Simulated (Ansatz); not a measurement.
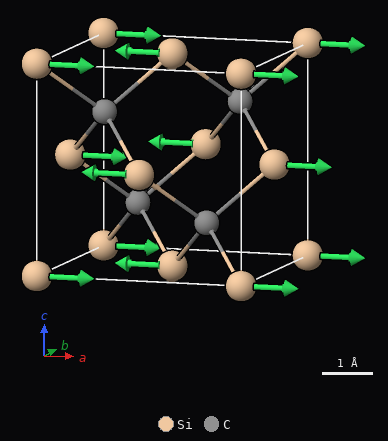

Phonons of crystalline SiC, space group F-43m (No. 216), at the zone centre of a doubled cell. The levels lie at 360 (×2), 622, 741 (×2), 775 (×3), 804 cm⁻¹. One mode is drawn. Displacements are drawn as green arrows; their common scale and sign are arbitrary. Style: ball-and-stick. Shown: the conventional cell (2 times the calculation's cell), slightly off an axis. Lengths and directions refer to the drawn axes.

Computed with Ansatz 0.2.0, DFT PBE, scalar-relativistic, plane waves, PAW. Settings: plane-wave cutoff 420 eV; k-point mesh 10 × 10 × 6; occupations gaussian; smearing width 0.05 eV; no spin polarisation.

Frequencies are those without the non-analytic (LO–TO) term.

Question: Which of these frequencies is the drawn mode's?

Answer: The level at 622 cm⁻¹. This is a non-degenerate mode, level 2 of 5, counted from below (the three translations aside). The C atoms stay at rest; all motion is along a; atoms of one kind move against one another, with no net shift of their sublattice. It changes sign from one half of the doubled cell to the other: it belongs to the zone boundary, q = (0, 1/2, 1/2) in the reciprocal vectors of the undoubled cell.
